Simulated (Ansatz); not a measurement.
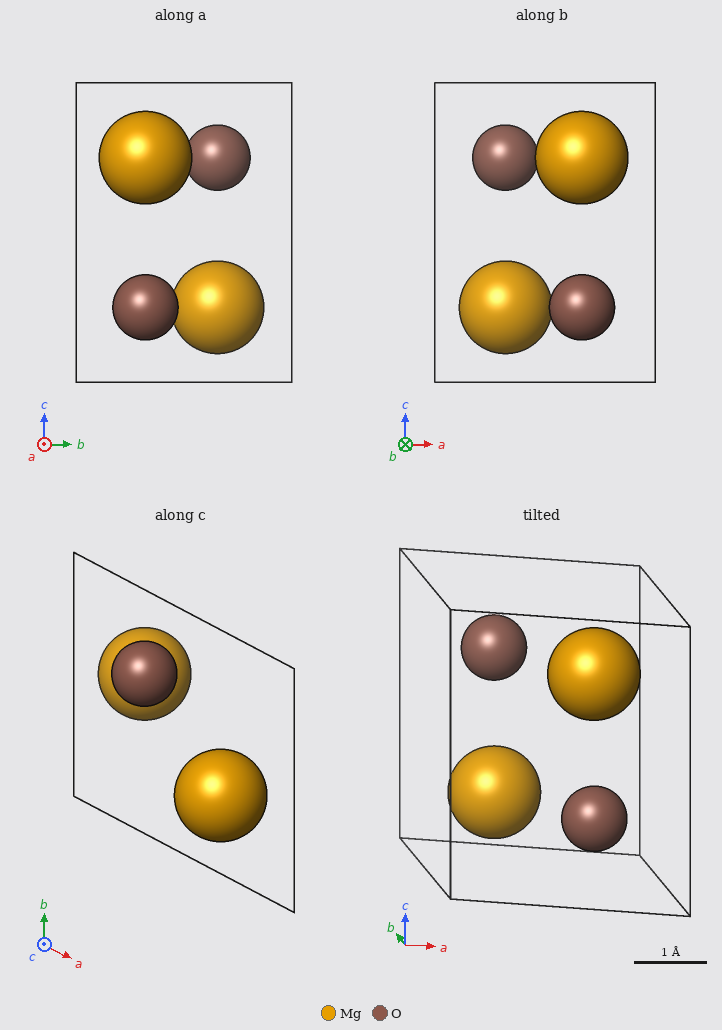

An orthographic spheres-only view of the structure, along the a axis, along the b axis, along the c axis and slightly off an axis. One unit cell is framed, with atoms on its boundary repeated.

Lattice parameters: a = 3.4851 Å, b = 3.4087 Å, c = 4.1853 Å, α = 90.000°, β = 90.000°, γ = 117.832°.

Question: Put the structure into a CIF in P1 with every atom of the cell, with free fractional coordinates to two decimals.

Answer:
```cif
data_structure
_symmetry_space_group_name_H-M 'P 1'
_symmetry_Int_Tables_number 1
_cell_length_a 3.4851
_cell_length_b 3.4087
_cell_length_c 4.1853
_cell_angle_alpha 90.000
_cell_angle_beta 90.000
_cell_angle_gamma 117.832
_cell_volume 43.97
loop_
_atom_site_label
_atom_site_type_symbol
_atom_site_fract_x
_atom_site_fract_y
_atom_site_fract_z
_atom_site_occupancy
Mg1 Mg 0.32 0.65 0.25 1
Mg2 Mg 0.67 0.32 0.75 1
O1 O 0.67 0.32 0.25 1
O2 O 0.32 0.66 0.75 1
```

Origin of the cell: a structure type filled with these elements by a generator (whether the compound takes this form wasn't checked). The cell was then strained or its atoms displaced on purpose. It went into a calculation with Ansatz.
